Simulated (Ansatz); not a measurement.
Zr$_{16}$O$_{33}$: molecular dynamics (part 2 of 2)

Zr$_{16}$O$_{33}$ (defect cell, 49 atoms in the cell); DFT PBEsol, scalar-relativistic, plane waves, PAW, PAW set soft_1, spin-polarised (Ansatz 0.2.0); cutoff 420 eV, 1×1×1 k-mesh, Fermi–Dirac smearing of 0.05 eV, collinear spins. The structure derives from an entry of the Crystallography Open Database. It belongs to a series of runs on one base structure; here: dynamics from the last frame of the run before.

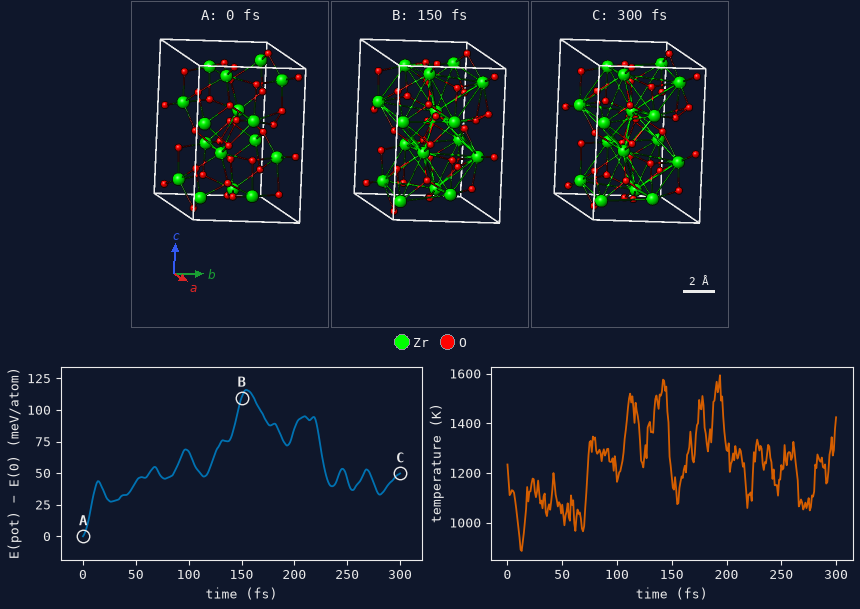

**Figure 1.** Frames of the molecular dynamics (ball-and-stick, simulation cell, seen slightly off an axis) above the curves, on which the letters mark them. The trajectory kept here has 301 frames over 300 fs. The temperature starts at 1234 K, ranges from 886 to 1593 K and averages 1257 K over the second half. The potential energy ends 49.7 meV/atom above its first value. With the common drift removed, the root-mean-square displacement is 0.28 Å, and O19 has moved furthest (0.56 Å).

```
[...]
  E_aug_tail   = 0.025115  (compensation charges beyond the density's cutoff)
  E_ewald      = -28582.026443
  E_core_change = 3.816037  (= ΣΔE_core)
  E_smearing   = -0.000000  (= −TS)
  E_closure    = 0.000000  (closes the sum)
  Σ components = -84642.984979   (vs F -84642.984979, Δ=0.00e0)
--- Forces (eV/Å), atoms counted from 1 ---
  atom   1  Zr    -0.49516582     1.91622615     0.84565915
  atom   2  Zr     0.41145160     2.69624113     3.77654746
  atom   3  Zr    -0.62240522    -0.39194662    -0.75408941
  atom   4  Zr    -1.54979545     1.17100876    -1.84359756
  atom   5  O     -2.51234480    -0.68372437    -1.18421016
  atom   6  O      3.02944372     0.01166289     0.24786577
  atom   7  O     -0.78194269    -0.53346757     0.11996255
  atom   8  O      0.52016652     0.94475050     0.97656119
  atom   9  O      0.28602285    -1.68262517    -0.21588193
  atom  10  O      0.07761578    -2.45906869    -0.40122766
  atom  11  O      1.45337059    -0.30314167    -0.86589859
  atom  12  O      0.89719383     2.65580873     1.32654215
  atom  13  Zr     0.27554674    -3.60621074     0.57727947
  atom  14  Zr    -1.39820652     0.04794183    -3.63807897
  atom  15  Zr    -1.68826198    -1.04164230     0.50326879
  atom  16  Zr     0.70879394     1.19520167    -0.66236123
  atom  17  O     -0.77390471     0.35403734     0.71079258
  atom  18  O      0.61798619     1.17738556    -1.26537887
  atom  19  O     -0.60104195    -1.30097495     2.01480276
  atom  20  O     -0.28965481     0.12563153     0.01144871
  atom  21  O      0.73497454     0.58088628     0.88744017
  atom  22  O     -0.21929206    -1.73076854    -0.25428055
  atom  23  O     -0.94698639    -1.00056684     1.62660319
  atom  24  O     -1.43526842    -1.56252704    -0.29504938
  atom  25  Zr     0.76638312     0.83203227     0.69927217
  atom  26  Zr     0.05172480    -1.16199174     1.32796546
  atom  27  Zr     1.32175739     0.50875816     0.37766070
  atom  28  Zr    -0.39219760     0.85275886     4.31849952
  atom  29  O     -1.15536398    -0.78230122    -2.83389602
  atom  30  O      0.01410315     1.87796143    -0.15961876
  atom  31  O     -0.63998176    -0.13060362    -2.32367445
  atom  32  O      0.26648507     0.90236698    -1.18482413
  atom  33  O      1.10954615    -1.33149912     0.39147246
  atom  34  O     -0.31790054    -0.22638835    -1.40629265
  atom  35  O      1.07721807    -0.68699053     0.21801347
  atom  36  O      1.32051185     0.45128702     0.19696593
  atom  37  Zr    -0.88798278    -0.01694320    -2.47372949
  atom  38  Zr    -0.23940254     0.33476045    -1.29997439
  atom  39  Zr    -0.17507220     1.62778373     0.60719027
  atom  40  Zr     1.31248252     0.07020982     1.47064513
  atom  41  O     -0.50417569     0.18949469    -1.23536249
  atom  42  O     -0.32942405    -0.57390881     1.04390932
  atom  43  O     -0.29932890    -0.47557800    -0.35939259
  atom  44  O     -0.66818001     0.68601045    -0.35287717
  atom  45  O      2.67273875     1.29190569    -0.24952314
  atom  46  O      0.15063266    -0.48489604     1.21101383
  atom  47  O     -0.76315038    -0.60472104    -0.51755331
  atom  48  O     -0.09311947     1.36744749    -0.03473668
  atom  49  O      0.70341821    -1.09704869     0.32399669
  max |Σ_I F_I| component: 1.31e-4 eV/Å
--- MD trajectory: 300 steps, t = 0.0 → 300.0 fs ---
  final state: T = 1424.5 K   F+E_penalty+E_count = -84642.98497919 eV   E_kin = 9.022490 eV
```

## Trajectory as extended XYZ (Å, eV, eV/Å), 4 of the 301 frames kept, from step=0 to step=300
```
49
Lattice="-5.1477 -5.2096 0.0000 5.1477 -5.2096 0.0000 -1.7027 0.0000 10.4956" Properties=species:S:1:pos:R:3:forces:R:3 step=0 time_fs=0.0 energy=-84645.42065 temperature=1234.3
Zr    1.1026   -5.0098    1.0679    0.9916   1.7782   0.3059
Zr   -1.6675   -7.6358    1.5036   -0.1859   0.0687  -0.0223
Zr   -2.0330   -5.2711    3.9862    0.3826  -3.1081   3.4975
Zr    0.8363   -2.8480    3.7563   -0.0634   1.8721  -1.5976
O     0.1747   -3.1919    1.8038   -0.0125  -2.0320  -0.6840
O    -0.6708   -5.8341    0.9843   -0.1192  -0.9464   0.3531
O    -1.0043   -7.0767    3.6708    0.8707   0.3973  -1.1705
O    -0.2931   -4.3238    4.3322   -1.6892  -1.7705   0.0388
O    -3.2776   -6.5334    2.4052    1.3253   0.7210   0.4237
O     2.9305   -3.8635    0.1508   -1.0576  -0.8658  -0.6222
O     2.5274   -3.9686    2.6604   -1.1548   0.6575   0.6325
O    -3.6382   -6.4647    4.9350    0.1030  -0.4750   1.0377
Zr    0.3671   -5.0991    6.4301   -0.7957   1.2638  -0.8626
Zr   -2.5744   -7.5528    6.6179   -0.0763  -0.7632   0.7346
Zr   -3.0095   -5.4766    9.2930    0.8825   0.0834   1.1413
Zr    0.0517   -2.8696    8.9653   -1.2480   0.0568   0.9817
O    -0.8966   -3.5602    7.0559    2.1513  -0.4249  -0.3639
O    -1.5780   -5.9054    6.2156    0.9393   1.5238  -0.1201
O    -1.8246   -7.1426    8.8647   -0.7012   1.9545   0.2398
O    -1.1864   -4.4288    9.6856    0.0819  -0.4503  -0.5789
O    -4.1449   -6.4599    7.6783    0.6595  -0.1144   0.1387
O     1.8032   -3.9602    5.2769    1.3550   1.4537   1.3248
O     1.5481   -3.7795    8.0495    0.1142  -1.3653  -1.1594
O    -4.4923   -6.6266   10.3062    0.7579   0.7436   0.1566
Zr   -3.8039   -4.9455    1.2180   -0.7744  -2.0478  -2.4651
Zr   -1.7259   -2.3705    1.6443    2.3538   0.8239  -2.0553
Zr    3.0540   -5.3323    4.0884    1.9784  -0.5993   1.4450
Zr    0.9098   -7.9234    3.7541   -1.9015  -0.7724   1.3287
O     0.1258   -8.7067    1.5396   -0.4864   2.3287   1.7309
O    -0.4657   -0.8348    0.8570   -0.2284  -0.0067   0.3579
O    -1.0466   -1.8149    3.5347    0.5546  -0.0422   0.5189
O    -0.1215   -9.6904    4.2726   -0.3719   0.1930  -1.1446
O     1.9412   -6.3798    2.5042   -0.9918  -0.7552   0.0542
O    -2.3032   -3.8835    0.0932    0.4078  -0.0478   1.0339
O    -2.6755   -3.9048    2.7904   -1.1900   1.2463  -1.6793
O     1.5553   -6.4794    5.0799   -0.4677  -0.1611   0.4029
Zr   -4.5901   -5.0296    6.2656   -1.8706   1.1263  -1.2648
Zr   -2.4482   -2.4069    6.8814   -0.0414   1.7976  -1.6066
Zr    2.2154   -5.4707    9.5441    1.5046   0.5831  -0.6366
Zr   -0.0499   -8.1140    9.0713    0.1419   0.5658   0.3381
O    -1.1158   -8.8283    7.3090    1.3692  -1.4730   0.3871
O    -1.2746   -0.6299    6.1732   -0.5014  -1.3313  -0.5747
O    -1.7705   -1.9585    8.7242   -0.3613   1.4644   1.3054
O    -1.0043   -9.6788    9.6864   -1.6905  -1.0878  -0.5045
O     1.2570   -6.2517    7.7558   -0.6567  -1.4562   0.8386
O    -3.0833   -3.7455    5.3395   -0.1111  -0.5969  -0.6442
O    -3.6160   -3.8869    7.9965   -0.7925  -0.2772  -0.5928
O     0.6610   -6.6194   10.4517   -0.3106   0.6401  -0.3319
O    -0.5755   -8.1077    6.1769    0.9269  -0.3725  -0.0666
49
Lattice="-5.1477 -5.2096 0.0000 5.1477 -5.2096 0.0000 -1.7027 0.0000 10.4956" Properties=species:S:1:pos:R:3:forces:R:3 step=100 time_fs=100.0 energy=-84642.12619 temperature=1164.5
Zr    1.2330   -5.0596    1.1870    0.1531   2.2632  -1.4842
Zr   -1.6568   -7.6352    1.6694    0.1448   0.1920  -0.3766
Zr   -2.2115   -5.4420    4.2029    1.9658  -0.8878  -3.0859
Zr    0.6342   -2.8185    3.6244    1.3466  -0.8398   1.9685
O     0.1744   -3.3367    1.8129   -0.6192  -0.9977  -2.2556
O    -0.2991   -6.1626    1.0190   -2.2205   0.5768  -0.4287
O    -1.0044   -7.2695    3.7125   -0.6114   1.2029  -1.1830
O    -0.3398   -4.4773    4.4674    0.5554   1.0814  -1.4891
O    -3.2335   -6.4856    2.4792    0.0534  -0.7161   0.0652
O     2.9395   -3.8123    0.1319   -1.6621   0.3157   0.5377
O     2.4870   -4.0746    2.7773   -1.2371   1.9441  -0.7005
O    -3.6759   -6.6408    5.1845   -0.6662  -0.1951  -0.5251
Zr    0.2093   -4.9961    6.5037    3.4139  -2.9216  -3.1347
Zr   -2.6287   -7.5990    6.8171    2.2513  -1.1772  -1.1071
Zr   -2.8560   -5.3843    9.2619   -0.3320  -0.0322   1.8263
Zr   -0.0494   -2.6884    9.0163   -0.9511   0.5838   0.2604
O    -0.8259   -3.5071    6.7571   -1.5044   2.8275   1.7620
O    -1.5152   -5.9990    5.9219    0.5367  -0.4482   4.3017
O    -1.6781   -6.8665    8.8645   -0.4801  -1.2474  -1.8665
O    -1.0820   -4.4221    9.4487   -0.1772   0.7134   0.8081
O    -3.9662   -6.4125    7.7773   -0.7330   0.7562  -0.4028
O     2.1538   -3.9695    5.7127   -1.4849  -0.8422  -1.8422
O     1.2939   -3.8151    8.0177    0.8224  -0.2725   0.5038
O    -4.5973   -6.3425   10.2078    1.1513  -0.4368   1.2205
Zr   -4.0430   -5.0343    1.0145    0.6057   0.9330   0.8503
Zr   -1.8290   -2.2734    1.4546    1.6341  -1.3369   0.6468
Zr    3.1254   -5.3115    4.1768    0.1013  -1.2003   2.0228
Zr    0.8891   -7.9950    3.6811   -1.0266  -0.2216   1.3392
O     0.0910   -8.5564    1.7985    0.9440  -1.1592  -0.4236
O    -0.7585   -0.8422    0.5885    1.6951  -0.0467   2.2442
O    -0.8446   -1.6494    3.3000   -1.6586   0.2785   0.2711
O    -0.1293   -9.7407    4.2226    0.1221  -0.1897   0.1674
O     1.9122   -6.4203    2.5045    0.3463  -1.2259   0.3352
O    -2.3438   -3.7203    0.2350   -0.2889  -1.8103  -1.4187
O    -2.7029   -4.0743    2.7781   -0.5984   2.0566  -0.8341
O     1.3910   -6.5311    5.1427    1.4691  -0.1762  -0.5314
Zr   -4.4576   -4.9761    6.1955   -5.1484  -0.9987   1.5480
Zr   -2.4067   -2.3419    6.7079   -1.0453   2.9906  -0.6262
Zr    1.9262   -5.3402    9.3684    2.4993   0.0944  -1.5015
Zr    0.0984   -8.0722    8.9638   -3.9034   0.3275   1.4057
O    -0.8191   -9.3170    7.5260   -1.9583   0.4489  -0.9946
O    -1.2140   -0.8615    5.9843    0.0281  -0.6144  -0.0284
O    -1.7420   -1.6903    8.5899    0.1076  -0.1919   0.5395
O    -1.2311   -9.5339    9.7922   -0.5457   0.1320  -0.7808
O     1.1669   -6.4414    7.7118   -0.8613   0.4556   0.6519
O    -3.1595   -3.8205    5.3249    1.2494   0.5185  -0.3154
O    -3.7167   -3.7858    8.0473    4.7521  -2.6485  -1.9562
O     0.4475   -6.5785   10.2017    1.0137   2.4393   2.8236
O    -0.6215   -8.3332    6.4089    0.7515  -0.2971   1.1931
49
Lattice="-5.1477 -5.2096 0.0000 5.1477 -5.2096 0.0000 -1.7027 0.0000 10.4956" Properties=species:S:1:pos:R:3:forces:R:3 step=200 time_fs=200.0 energy=-84641.24338 temperature=1293.1
Zr    1.2948   -5.1696    1.0073   -2.8432   0.6265   2.9630
Zr   -1.8976   -7.7047    1.6588    3.1990   2.3196   0.0403
Zr   -2.2017   -5.1959    4.1195    1.0922  -2.0562   0.0325
Zr    0.9753   -2.8749    3.8508   -2.4886   0.2112  -2.6932
O     0.0599   -3.7374    1.9478    1.6230   0.6153  -1.2593
O    -0.5502   -6.1143    1.2087   -1.0856  -0.5296  -1.7936
O    -1.3081   -7.1607    3.6851    1.4595   0.8514   0.4608
O    -0.3860   -4.3482    4.2194   -0.8145  -1.3728   2.1528
O    -3.4193   -6.4795    2.4935    0.8147   0.6476  -0.5634
O     2.7449   -3.8699    0.0870   -0.0447   0.8596   1.5645
O     2.5554   -3.9957    2.8862   -1.8129   0.5087  -1.3825
O    -3.7263   -6.5352    5.1092    0.4880   1.2302   0.5845
Zr    0.1555   -4.8482    6.3677    0.6173   0.7512   1.1323
Zr   -2.5787   -7.4485    6.6771    1.8724  -4.1322  -0.4634
Zr   -2.9885   -5.6269    9.2861    0.8897   0.5944   2.5742
Zr   -0.2547   -2.7302    9.1081   -0.8013  -1.4038  -2.2823
O    -1.0706   -3.2982    7.0313    2.5984  -2.1667   0.1268
O    -1.6323   -5.7558    6.1529    0.1307  -0.1676   0.2683
O    -1.8437   -7.2765    8.7139   -1.3712   2.2573   0.3179
O    -1.2844   -4.3667    9.5721   -1.1321  -1.6297   0.7914
O    -4.1164   -6.7339    7.6817   -0.7300   1.5639   0.8330
O     1.6864   -3.7865    5.4753    0.5017   0.2987   0.4225
O     1.0855   -3.9807    8.0547    1.0359  -0.7294   0.5887
O    -4.7338   -6.4318   10.2673    1.7921  -0.0279   0.6009
Zr   -3.9873   -4.9082    1.1162   -0.8535  -0.5722   0.2509
Zr   -1.4845   -2.6813    1.4762   -0.2147   2.2645   1.1312
Zr    3.2035   -5.5271    3.9818    2.4436  -2.0772   0.4762
Zr    0.8161   -7.8549    3.8800   -2.2782  -1.3083  -1.7162
O     0.0764   -8.6331    1.8253   -0.8278   0.2275  -0.6877
O    -0.5319   -1.0242    0.8419    0.5659   2.0485  -0.5498
O    -0.8458   -1.9696    3.3853   -0.3001   1.2006   0.9206
O    -0.2048   -9.7573    4.1000    0.8235   0.9569   1.7910
O     2.0851   -6.5662    2.2615   -0.3383   0.4306   2.3887
O    -2.3455   -3.8284    0.0014   -0.3227  -1.0452   1.3928
O    -2.8172   -3.7020    2.9706    0.2459  -1.3321  -2.2306
O     1.6409   -6.3407    5.0574   -2.0137  -0.8947  -0.2250
Zr   -4.5875   -5.1727    6.3728   -3.6413   1.6947  -1.8240
Zr   -2.6068   -2.2026    6.7545    0.5789  -0.1813  -0.5346
Zr    2.0783   -5.2553    9.4730    0.7499  -1.8044  -2.2872
Zr   -0.0403   -8.0530    8.9867    1.9164   1.0806  -0.9852
O    -1.5763   -9.3315    6.9788    2.3914   1.4264  -0.3188
O    -1.2262   -1.0423    5.9509    1.0978   0.9122  -0.1012
O    -2.0076   -1.7939    8.8136   -0.1713   0.9442   0.2895
O    -1.1456   -9.5020    9.5848   -2.3481  -2.4789   1.6241
O     1.0391   -6.5160    7.7316   -1.5059   1.4644   0.0722
O    -3.2163   -3.7308    5.4165   -1.0451  -0.5114  -0.1036
O    -3.6233   -4.2868    8.0279   -1.3219   1.6660  -0.8126
O     0.4008   -6.4646   10.3590    1.8295  -1.8304  -3.5559
O    -0.5010   -8.2045    6.7112   -0.4506  -1.4009   0.5784
49
Lattice="-5.1477 -5.2096 0.0000 5.1477 -5.2096 0.0000 -1.7027 0.0000 10.4956" Properties=species:S:1:pos:R:3:forces:R:3 step=300 time_fs=300.0 energy=-84642.98498 temperature=1424.5
Zr    1.0913   -5.1348    0.9815   -0.4952   1.9162   0.8457
Zr   -1.8338   -7.6913    1.2917    0.4115   2.6962   3.7765
Zr   -2.0969   -5.3982    4.0846   -0.6224  -0.3919  -0.7541
Zr    0.9434   -2.8760    3.7639   -1.5498   1.1710  -1.8436
O     0.4930   -3.2594    1.6862   -2.5123  -0.6837  -1.1842
O    -0.8115   -5.8861    0.7834    3.0294   0.0117   0.2479
O    -0.8937   -6.8591    3.3465   -0.7819  -0.5335   0.1200
O    -0.3201   -4.4665    4.1758    0.5202   0.9448   0.9766
O    -3.2268   -6.2962    2.4459    0.2860  -1.6826  -0.2159
O     2.7301   -3.6928   -0.0642    0.0776  -2.4591  -0.4012
O     2.4143   -3.9310    2.8126    1.4534  -0.3031  -0.8659
O    -3.7091   -6.6470    5.0358    0.8972   2.6558   1.3265
Zr    0.2859   -4.6524    6.2266    0.2755  -3.6062   0.5773
Zr   -2.5220   -7.4758    6.8744   -1.3982   0.0479  -3.6381
Zr   -2.8952   -5.1822    9.2346   -1.6883  -1.0416   0.5033
Zr   -0.0768   -2.7385    8.8838    0.7088   1.1952  -0.6624
O    -0.7810   -3.1568    6.7751   -0.7739   0.3540   0.7108
O    -1.5920   -5.7930    6.1951    0.6180   1.1774  -1.2654
O    -1.6542   -6.6606    8.5126   -0.6010  -1.3010   2.0148
O    -1.1068   -4.3770    9.4948   -0.2897   0.1256   0.0114
O    -4.1861   -6.4166    7.6229    0.7350   0.5809   0.8874
O     1.9729   -3.7112    5.3904   -0.2193  -1.7308  -0.2543
O     1.4971   -3.7670    7.8527   -0.9470  -1.0006   1.6266
O    -4.4335   -6.3567   10.1594   -1.4353  -1.5625  -0.2950
Zr   -3.8880   -5.0243    0.9614    0.7664   0.8320   0.6993
Zr   -1.6033   -2.3870    1.4558    0.0517  -1.1620   1.3280
Zr    2.9357   -5.5160    4.1106    1.3218   0.5088   0.3777
Zr    0.7262   -8.0772    3.4254   -0.3922   0.8528   4.3185
O    -0.0390   -8.6800    1.7601   -1.1554  -0.7823  -2.8339
O    -0.4218   -1.0506    0.6990    0.0141   1.8780  -0.1596
O    -0.9682   -1.8747    3.7389   -0.6400  -0.1306  -2.3237
O    -0.3801   -9.7242    4.4275    0.2665   0.9024  -1.1848
O     1.8152   -6.3847    2.3674    1.1095  -1.3315   0.3915
O    -2.2522   -3.8112    0.1503   -0.3179  -0.2264  -1.4063
O    -2.8722   -3.8500    2.5675    1.0772  -0.6870   0.2180
O     1.2666   -6.4966    5.0691    1.3205   0.4513   0.1970
Zr   -4.6871   -4.9707    6.2511   -0.8880  -0.0169  -2.4737
Zr   -2.6727   -2.2258    6.6231   -0.2394   0.3348  -1.3000
Zr    2.1295   -5.5248    9.2709   -0.1751   1.6278   0.6072
Zr   -0.1178   -7.9364    8.8160    1.3125   0.0702   1.4706
O    -1.0375   -9.1905    7.5244   -0.5042   0.1895  -1.2354
O    -1.4737   -0.7163    6.0354   -0.3294  -0.5739   1.0439
O    -1.8143   -1.6806    8.6251   -0.2993  -0.4756  -0.3594
O    -1.2484   -9.6009    9.6891   -0.6682   0.6860  -0.3529
O     0.7757   -6.3524    7.7469    2.6727   1.2919  -0.2495
O    -3.2480   -3.7483    5.1452    0.1506  -0.4849   1.2110
O    -3.5456   -3.6990    7.9683   -0.7632  -0.6047  -0.5176
O     0.6408   -6.6386   10.3607   -0.0931   1.3674  -0.0347
O    -0.5525   -8.1103    6.5643    0.7034  -1.0970   0.3240
```

## Key numbers

| quantity | value |
| --- | --- |
| outcome | finished |
| mean temperature over the second half | 1257 K |
| trajectory | 300 steps, 300 fs |
| ensemble | nvt_langevin |
| temperature in the input | 1260.0 K |
| time step | 1 fs |
| electrons treated | 390 |
| potential energy (free energy of the electrons) (last step) | −84642.9850 eV |
| Fermi energy (last step) | 12.348 eV |
| net moment of the cell (last step) | 0.00 μB |
| integrated absolute moment (last step) | 0.00 μB |
| largest force (length of the vector) (last step) | 4.658 eV/Å |
| wall time | 25 min (CPU time 1.7 h) |
| peak memory | 1 GiB |

## Remarks

The program warns: the PAW datasets were made with another functional; some starting moments were not kept. The input asks for low accuracy. The k-point mesh is coarse for a cell of this size, so the results may not be converged. So short a trajectory is not equilibrated. The logged temperature at the start can lie below the typed one, since it is counted over all degrees of freedom.
